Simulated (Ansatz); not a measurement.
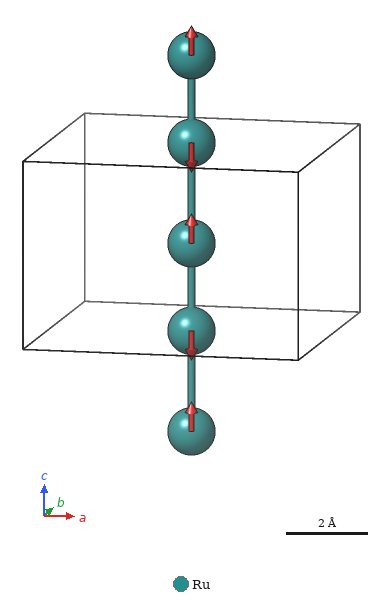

This is a relaxation of a wire of composition Ru. The starting structure is drawn; red arrows show the displacements (the part carried along by the change of the cell is left out), magnified 10 times.

The picture is a ball-and-stick view of the cell of the calculation, with the vacuum cut short, seen slightly off an axis.

These are results of Ansatz, DFT PBEsol, scalar-relativistic, plane waves, PAW; settings changed, not measurements.

Input file:
```yaml
crystal:
  lattice:
    - [9.0, 0.0, 0.0]
    - [0.0, 9.3, 0.0]
    - [0.0, 0.0, 4.7387842422]
  atoms:
    - { symbol: Ru, position: [0.5, 0.5, 0.0], spin: 1.5 }
    - { symbol: Ru, position: [0.5, 0.5, 0.465], spin: 1.5 }
basis:
  ecutwfc: 420
  ecutrho_ratio: 4
kpoints:
  mp_grid: { grid: [1, 1, 18] }
hamiltonian:
  xc: pbesol
scf:
  occupations: { method: gaussian, width: 0.05 }
output:
  forces: true
  eigenvalues: true
  stress: true
magnetization:
  spin_polarized: true
relax:
  adjacent_minimum: "off"
  f_tol: 0.01
  max_steps: 45
  cell: { fix: [a, b, alpha, beta, gamma], stress_tol: 0.03 }
```

Command:
```bash
ansatz run input.yaml --threads 2 --pin off --max-ram 5120MiB --backend cpu --events-out ev --progress --plain --runs-dir out
```

Q: What happened in the run?

A: The largest moves relative to the layer's centre, 0.076 Å, are those of Ru1 and Ru2. Along the periodic axis the drawn cell goes c 4.739 → 4.340 Å (−8.4 %). Near-neighbour distances that change, for instance: Ru1–Ru2 2.535 → 2.170 Å, Ru1–Ru2 (another image) 2.204 → 2.170 Å. Over 4 accepted moves (5 points after the start) the energy falls by 0.491 eV per cell of the calculation. Largest force component: 0.44 eV/Å at the start, 0.00061 eV/Å at the end. At 1 point the geometry stayed and the basis and grid were re-selected for the new cell (energy shift of 1.8 meV per cell of the calculation at most each time). The run took 62 s on 2 threads of Arm Neoverse N1, on a shared host, peak memory 0.62 GiB.

Limits of the set-up: the k-point mesh is coarse for a cell with partly filled bands.
